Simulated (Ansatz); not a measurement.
The coordinates of a crystal:

```
Al Fe
1.0
     2.84551    0.00000    0.00000
     0.00000    2.84551    0.00000
     0.00000    0.00000    2.84551
Al Fe
1 1
Cartesian
  0.0000 0.0000 0.0000
  1.4228 1.4228 1.4228
```

What does this file describe?

Answer. The structure is one of AlFe. The symmetry is that of Pm-3m (No. 221), on a primitive cubic lattice. Among the common structure types it is caesium chloride (CsCl, B2) type. Content of the cell: 1 Al, 1 Fe (Z = 1). Each Al has eight Fe in a cubic arrangement at 2.46 Å. Each Fe has eight Al in a cubic arrangement at 2.46 Å. Not all metal-metal contacts are counted. The bonds build a three-dimensional framework.

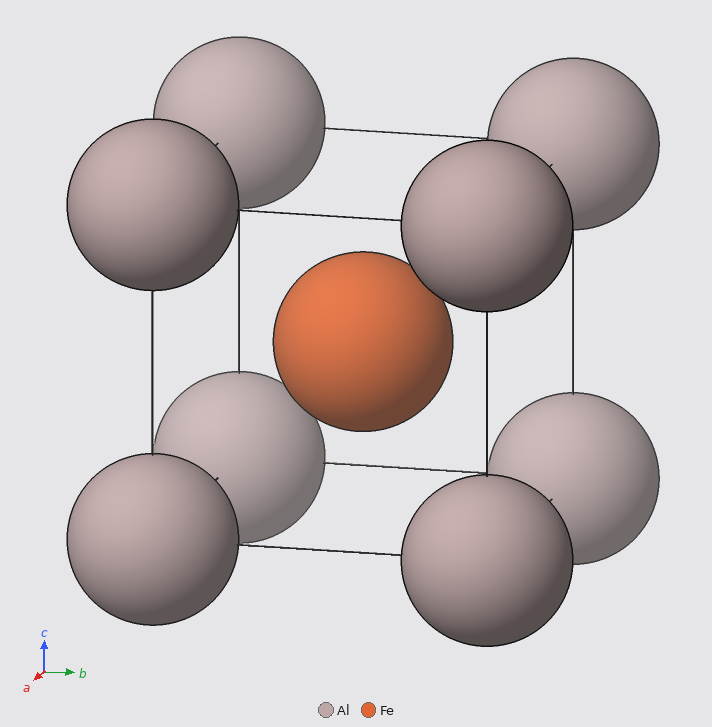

View slightly off an axis, drawn as a spheres-only model. The conventional unit cell is outlined; an atom on or near a face, edge or corner is repeated at each equivalent position.

The structure comes from a structure listed in the Materials Project. Earlier steps of the study may have refined or changed the cell and positions. It was run through Ansatz as a DFT input.

At this level of theory the cell isn't at rest (compressed, at 6 GPa), so its distances can differ from those at equilibrium, the more so the softer the solid.
